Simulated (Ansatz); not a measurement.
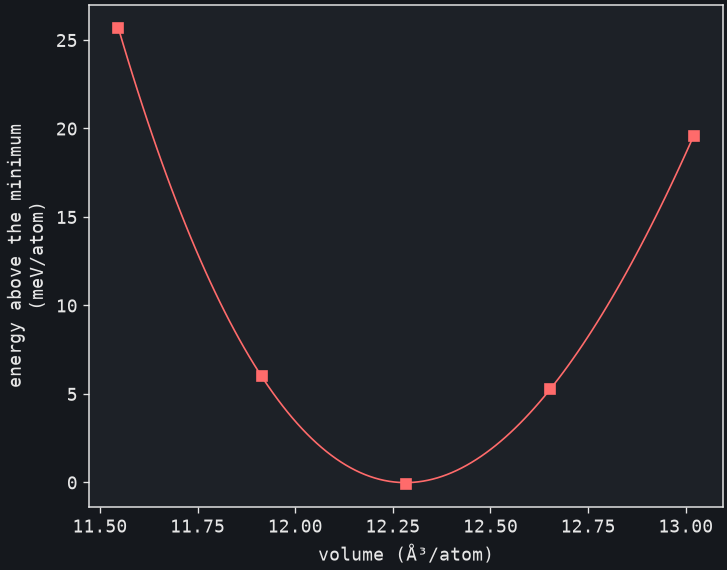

Plotted: energy above the minimum against volume for Fe₃Ge, space group Pm-3m (No. 221).

Starting cell:
```cif
data_structure
_symmetry_space_group_name_H-M 'P 1'
_symmetry_Int_Tables_number 1
_cell_length_a 3.6627
_cell_length_b 3.6627
_cell_length_c 3.6627
_cell_angle_alpha 90.000
_cell_angle_beta 90.000
_cell_angle_gamma 90.000
_cell_volume 49.14
loop_
_atom_site_label
_atom_site_type_symbol
_atom_site_fract_x
_atom_site_fract_y
_atom_site_fract_z
_atom_site_occupancy
Fe1 Fe 0.00000 0.50000 0.50000 1
Fe2 Fe 0.50000 0.50000 0.00000 1
Fe3 Fe 0.50000 0.00000 0.50000 1
Ge1 Ge 0.00000 0.00000 0.00000 1
```

How it was computed, with Ansatz 0.2.0: third-order Birch-Murnaghan fit to density functional energies at scaled volumes of the given relaxed cell, shape and atoms relaxed at each volume; energies count from the fitted minimum; plane waves with PAW datasets, Γ-centred k mesh. Level: r2SCAN, collinear spin. The state reached is ferromagnetic.

- wave cutoff: 500 eV
- k mesh: 12×12×12
- occupations: Gaussian
- smearing width: 0.1 eV

From this curve and the settings, what does the calculation give for the pressure and largest moment at the same points?

The pressure falls from 11.74 GPa at volume 11.547 Å³/atom to −8.08 GPa at 13.021 Å³/atom, and changes sign near 12.28 Å³/atom. The largest moment rises from 2.63 μB at volume 11.547 Å³/atom to 2.82 μB at 13.021 Å³/atom.

```tsv
volume (Å³/atom)	pressure (GPa)	largest moment (μB)
11.547	11.74	2.63
11.915	5.42	2.68
12.284	0.00	2.73
12.652	-4.42	2.78
13.021	-8.08	2.82
```

Note: state may not be the lowest.
